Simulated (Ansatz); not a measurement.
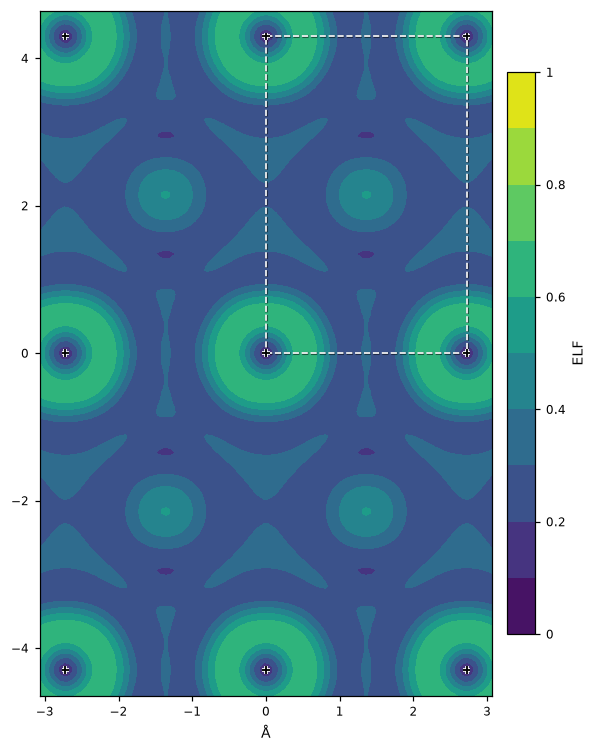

The electron localisation function on a plane through atoms (crosses mark nuclei in the plane).

All numbers below come from Ansatz 0.2.0, DFT PBE, scalar-relativistic, plane waves, PAW.

Candidates:
A. Ru, a = 2.72 Å, b = 2.72 Å, c = 4.30 Å, α = 90.00°, β = 90.00°, γ = 120.00°. Space group P6₃/mmc; computed without spin polarisation.
B. Ti (slab), a = 2.94 Å, b = 2.94 Å, c = 24.30 Å, α = 90.00°, β = 90.00°, γ = 120.00°. Changed on purpose from its base cell (repeats removed: 1); not relaxed (largest force 0.7 eV/Å); computed without spin polarisation.
C. SiC, a = 3.09 Å, b = 3.09 Å, c = 5.07 Å, α = 90.00°, β = 90.00°, γ = 120.00°. Space group P6₃mc.

> Which system is this?

Candidate A: Ru on the (100) plane of the conventional cell, which holds Ru. Ru–Ru (2.72 Å): the ELF is about 0.30 at the midpoint.
